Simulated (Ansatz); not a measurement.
# Two runs on PbF$_{2}$

System: PbF$_{2}$ (Fm-3m, 3 atoms in the cell).
Method of the first run: DFT, PBE, all-electron LAPW, Dirac equation with spin-orbit coupling (Ansatz 0.2.0).

Text and figures count atoms from 1; the logs count them from 0 in places.

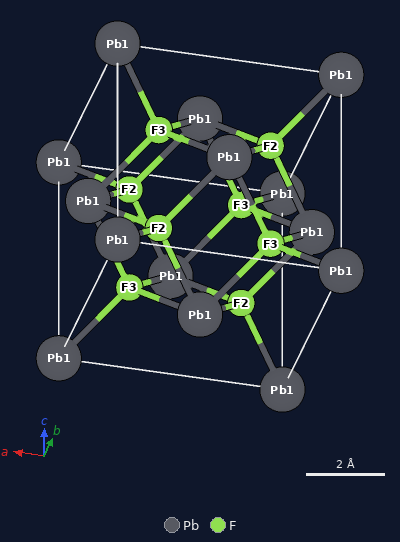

The input geometry (ball-and-stick view of the cell 4 times as large as that of the calculation, set on its symmetry axes, seen at an oblique angle; atoms are numbered from 1 in the order of the input). Near neighbours in the crystal (not all of them lie inside the picture): Pb has 8 F at 2.60 Å; F has 4 Pb at 2.60 Å.

The input, the first run:
```yaml
crystal:
  lattice:
    - [0.0, 2.9999686944, 2.9999686944]
    - [2.9999686944, 0.0, 2.9999686944]
    - [2.9999686944, 2.9999686944, 0.0]
  atoms:
    - { symbol: Pb, position: [0.0, 0.0, 0.0] }
    - { symbol: F, position: [0.25, 0.25, 0.25] }
    - { symbol: F, position: [0.75, 0.75, 0.75] }
kpoints:
  mp_grid: { grid: [8, 8, 8] }
  band_path:
    path:
      - [0.0, 0.0, 0.0]
      - [0.5, 0.0, 0.5]
      - [0.625, 0.25, 0.625]
      - [0.375, 0.375, 0.75]
      - [0.0, 0.0, 0.0]
      - [0.5, 0.5, 0.5]
      - [0.5, 0.25, 0.75]
      - [0.5, 0.0, 0.5]
    npoints: 8
scf:
  occupations: { method: fermi_dirac, width: 0.02 }
hamiltonian:
  xc: pbe
  pseudopotentials: { kind: all_electron, lapw: { basis_error: 0.0005 } }
output:
  forces: true
  stress: true
  eigenvalues: true
magnetization:
  noncollinear: true
  spin_orbit: true
```

Command:
```bash
ansatz run input.yaml --threads 1 --pin off --max-ram 3072MiB --backend cpu --events-out ev --progress --plain --runs-dir out
```

Hardware: 1 thread of Arm Neoverse N1, 24 GiB of memory available, shared host.

Output, shortened to warnings, some set-up lines, iterations and results (the first run):
```
Basis set: ecut = 276.834956409694 eV, 537 PW (Γ), exchange–correlation at level 2
Symmetry: 48 space group operations + 48 with time reversal
k-points: 29 of 512
Initial density: superposition of atomic densities (chi_scale 0.1, normalization cell, long waves kept (reshape's long-wave potential 0.01 eV rms))
[...]
SCF iter   1: F=—  HF=-574778.856045 eV  |F-HF|=—  |Δ(HF+E_count)|=         —  Δρ=5.04e-2  dr2=2.07e0  dr2_m=0.00e0 (ungated)  ethr=3.46e-3  |M|=0.00e0 ∫|m|=0.00e0 μB  …
SCF iter   2: F=—  HF=-574776.927283 eV  |F-HF|=—  |Δ(HF+E_count)|=    1.93e0  Δρ=1.79e-2  dr2=2.72e-1  dr2_m=0.00e0 (ungated)  ethr=3.46e-3  |M|=0.00e0 ∫|m|=0.00e0 μB  …
SCF iter   3: F=—  HF=-574776.873373 eV  |F-HF|=—  |Δ(HF+E_count)|=   5.39e-2  Δρ=9.43e-3  dr2=7.46e-2  dr2_m=0.00e0 (ungated)  ethr=4.53e-4  |M|=0.00e0 ∫|m|=0.00e0 μB  …
SCF iter   4: F=—  HF=-574776.864209 eV  |F-HF|=—  |Δ(HF+E_count)|=   9.16e-3  Δρ=1.05e-3  dr2=8.10e-4  dr2_m=0.00e0 (ungated)  ethr=1.35e-6  |M|=0.00e0 ∫|m|=0.00e0 μB  …
SCF iter   5: F=—  HF=-574776.864448 eV  |F-HF|=—  |Δ(HF+E_count)|=   2.40e-4  Δρ=1.35e-4  dr2=1.28e-5  dr2_m=0.00e0 (ungated)  ethr=1.35e-6  |M|=0.00e0 ∫|m|=0.00e0 μB  …
SCF iter   6: F=—  HF=-574776.864449 eV  |F-HF|=—  |Δ(HF+E_count)|=   7.06e-7  Δρ=5.92e-5  dr2=2.80e-6  dr2_m=0.00e0 (ungated)  ethr=2.13e-8  |M|=0.00e0 ∫|m|=0.00e0 μB  …
SCF iter   7: F=—  HF=-574776.864446 eV  |F-HF|=—  |Δ(HF+E_count)|=   2.75e-6  Δρ=1.13e-5  dr2=9.08e-8  dr2_m=0.00e0 (ungated)  ethr=4.67e-9  |M|=0.00e0 ∫|m|=0.00e0 μB  …
SCF iter   8: F=-574776.864446 eV  HF=-574776.864446 eV  |F-HF|=3.25e-8  |Δ(HF+E_count)|=   4.21e-8  Δρ=3.76e-6  dr2=1.21e-8  dr2_m=0.00e0 (ungated)  ethr=1.51e-10  …
SCF 1 converged in 8 iterations: F = -574776.864446 eV  dr2 = 1.21e-8
NSCF: frozen V_eff on 57 k-points
SCF converged after 8 iterations
Magnetization: |M| = 0.0000 μB,  M = (+0.0000, +0.0000, +0.0000) μB
Absolute magnetization: 0.0000 μB (∫|m|)
  site 0: m = (+0.0000, +0.0000, +0.0000) μB, |m| = 0.0000 μB  (R = 1.42 Å)
  site 1: m = (+0.0000, +0.0000, +0.0000) μB, |m| = 0.0000 μB  (R = 1.17 Å)
  site 2: m = (+0.0000, +0.0000, +0.0000) μB, |m| = 0.0000 μB  (R = 1.17 Å)
Free energy (F): -574776.864446 eV
Harris-Foulkes:  -574776.864446 eV  (|F-HF|=3.25e-8)
Internal energy: -574776.864446 eV  (E = F + TS)
E sigma→0 (E₀):  -574776.864446 eV
Fermi energy:    9.138330 eV
--- Per-component energies (eV) ---
  E_band       = -6285.592157
  E_kinetic    = 667459.676232
  E_xc         = -11185.436303
  E_electrostatic = -1231051.104375  (all electrons and nuclei)
  E_smearing   = -0.000000  (= −TS)
  E_closure    = 0.000000  (closes the sum)
  E_atoms      = -574762.703776  (free atoms, spherical and without spin; not in F)
  Σ components = -574776.864446   (vs F -574776.864446, Δ=0.00e0)
  Basis errors (estimates in eV, not in F): energy 1.8e-4 per atom: plane waves 1.6e-4 (8.7e-5 summed), levels above the bands 3.2e-263, relativity 6.3e-8, radial functions 2.0e-5, core shells 4.0e-9; eigenvalues (radial functions only) 1.1e-5; not estimated: angular momenta, meshes, grids; target …
--- Forces (eV/Å), atoms counted from 1 ---
  atom   1  Pb     0.00000000    -0.00000000     0.00000000
  atom   2  F      0.00000000    -0.00000000     0.00000000
  atom   3  F      0.00000000     0.00000000     0.00000000
  max |Σ_I F_I| component: 1.04e-17 eV/Å
--- Stress (GPa, compression-positive) ---
       -0.053804      -0.000000      -0.000000
       -0.000000      -0.053804       0.000000
       -0.000000       0.000000      -0.053804
  P = ⅓ Tr σ = -0.0538 GPa (-0.538 kbar)
```

The input of the second run differs as follows (lines with − go, lines with + come):
```diff
-    npoints: 8
+    npoints: 14
-magnetization:
-  noncollinear: true
-  spin_orbit: true
+  populations: true
```

Predict how the results change.

Spin–orbit coupling is switched off. The total energies belong to different models, so their difference says nothing on which is more stable or more accurate. The gap on the mesh goes from 4.03 to 4.42 eV. The number of SCF iterations is the same. On the same kind of shared host the second run took about 0.13 times as long.

Output, shortened to warnings, some set-up lines, iterations and results (the second run):
```
Basis set: ecut = 273.45948962471704 eV, 537 PW (Γ), exchange–correlation at level 2
Symmetry: 48 space group operations
k-points: 29 of 512
Initial density: superposition of atomic densities (chi_scale 0.1, normalization cell, long waves kept (reshape's long-wave potential 0.01 eV rms))
[...]
SCF iter   1: F=—  HF=-573507.742556 eV  |F-HF|=—  |Δ(HF+E_count)|=         —  Δρ=5.09e-2  dr2=2.10e0  ethr=4.19e-3  ⟨swp⟩=2.0  Hψ=5374  notcnv=0
SCF iter   2: F=—  HF=-573506.354827 eV  |F-HF|=—  |Δ(HF+E_count)|=    1.39e0  Δρ=1.02e-2  dr2=5.15e-2  ethr=1.03e-4  ⟨swp⟩=2.0  Hψ=4727  notcnv=0
SCF iter   3: F=—  HF=-573505.755304 eV  |F-HF|=—  |Δ(HF+E_count)|=   6.00e-1  Δρ=1.10e-2  dr2=1.02e-1  ethr=1.03e-4  ⟨swp⟩=3.0  Hψ=3030  notcnv=0
SCF iter   4: F=—  HF=-573505.744338 eV  |F-HF|=—  |Δ(HF+E_count)|=   1.10e-2  Δρ=2.04e-3  dr2=3.45e-3  ethr=1.03e-4  ⟨swp⟩=3.0  Hψ=2780  notcnv=0
SCF iter   5: F=—  HF=-573505.740068 eV  |F-HF|=—  |Δ(HF+E_count)|=   4.27e-3  Δρ=9.27e-4  dr2=7.07e-4  ethr=6.90e-6  ⟨swp⟩=2.0  Hψ=2599  notcnv=0
SCF iter   6: F=—  HF=-573505.739276 eV  |F-HF|=—  |Δ(HF+E_count)|=   7.92e-4  Δρ=3.36e-4  dr2=9.16e-5  ethr=1.41e-6  ⟨swp⟩=3.0  Hψ=2677  notcnv=0
SCF iter   7: F=—  HF=-573505.739227 eV  |F-HF|=—  |Δ(HF+E_count)|=   4.82e-5  Δρ=6.94e-5  dr2=3.84e-6  ethr=1.83e-7  ⟨swp⟩=2.0  Hψ=2508  notcnv=0
SCF iter   8: F=-573505.739230 eV  HF=-573505.739231 eV  |F-HF|=5.32e-8  |Δ(HF+E_count)|=   3.14e-6  Δρ=7.95e-6  dr2=4.76e-8  ethr=7.68e-9  ⟨swp⟩=2.1  Hψ=2496  notcnv=0
SCF 1 converged in 8 iterations: F = -573505.739230 eV  dr2 = 4.76e-8
NSCF: frozen V_eff on 99 k-points
SCF converged after 8 iterations
Free energy (F): -573505.739230 eV
Harris-Foulkes:  -573505.739231 eV  (|F-HF|=5.32e-8)
Internal energy: -573505.739230 eV  (E = F + TS)
E sigma→0 (E₀):  -573505.739230 eV
Fermi energy:    9.349534 eV
--- Per-component energies (eV) ---
  E_band       = -2416.104313
  E_kinetic    = 660406.293610
  E_xc         = -11146.554610
  E_electrostatic = -1222765.478231  (all electrons and nuclei)
  E_smearing   = -0.000000  (= −TS)
  E_closure    = 0.000000  (closes the sum)
  E_atoms      = -573491.407447  (free atoms, spherical and without spin; not in F)
  Σ components = -573505.739230   (vs F -573505.739230, Δ=0.00e0)
  Basis errors (estimates in eV, not in F): energy 2.0e-4 per atom: plane waves 1.7e-4 (9.8e-5 summed), levels above the bands 2.3e-250, relativity 1.4e-8, radial functions 2.2e-5, core shells 6.8e-7; eigenvalues (radial functions only) 1.1e-5; not estimated: angular momenta, meshes, grids; target …
--- Forces (eV/Å), atoms counted from 1 ---
  atom   1  Pb    -0.00000000    -0.00000000     0.00000000
  atom   2  F      0.00000000     0.00000000     0.00000000
  atom   3  F      0.00000000     0.00000000     0.00000000
  max |Σ_I F_I| component: 2.08e-17 eV/Å
--- Stress (GPa, compression-positive) ---
        0.036679      -0.000000       0.000000
       -0.000000       0.036679       0.000000
        0.000000       0.000000       0.036679
  P = ⅓ Tr σ = 0.0367 GPa (0.367 kbar)
--- Löwdin populations: 3 sites ---
  site symbol       q [e]
     0     Pb     80.8672
     1      F      9.5313
     2      F      9.5313
  spilling = 0.000702 (of n_electrons = 100.000000)
```

The two runs side by side:

| quantity | the first run | the second run |
| --- | --- | --- |
| outcome | converged | converged |
| free energy per atom (eV) | −191592.2881 | −191168.5797 |
| gap on the mesh (eV) | 4.03 | 4.42 |
| net moment of the cell (μB) | 0.00 | – |
| absolute moment of the cell (μB) | 0.00 | – |
| pressure (GPa) | −0.05 | 0.04 |
| largest force (eV/Å) | 0.000 | 0.000 |
| SCF iterations | 8 | 8 |
| irreducible k-points | 29 | 29 |
| plane waves at Γ | 537 | 537 |
| wall time (shared host) | 6 min | 45 s |

For the second run: Spin–orbit coupling is left out, which matters for Pb.
